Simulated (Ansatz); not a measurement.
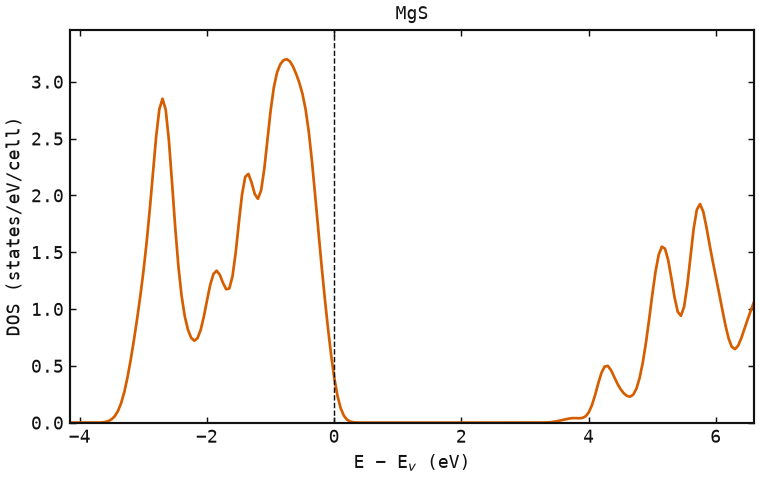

Density of states. Energies are counted from the top of the valence band. The curve is built from the levels of the k mesh with Gaussians 0.3 eV wide, which also blur the band edges.

System: MgS, space group I-4m2, 2 atoms in the cell, zincblende type, uniaxial (z) strain −4.0%; a = 3.92 Å, b = 3.92 Å, c = 4.00 Å, α = 59.33°, β = 59.33°, γ = 61.34°.

Method: DFT, PBE, plane waves, PAW, no spin polarisation, 8×8×8 k mesh, 420 eV cutoff (Ansatz).

### Metal or insulator, going by the density of states?

There is a gap; over the k points computed it is 3.60 eV (direct among those points).

### How wide is the upper valence band?

The upper group of valence states starts about 3.3 eV under the valence-band top, with a gap beneath it; it holds about 6 electrons a cell.
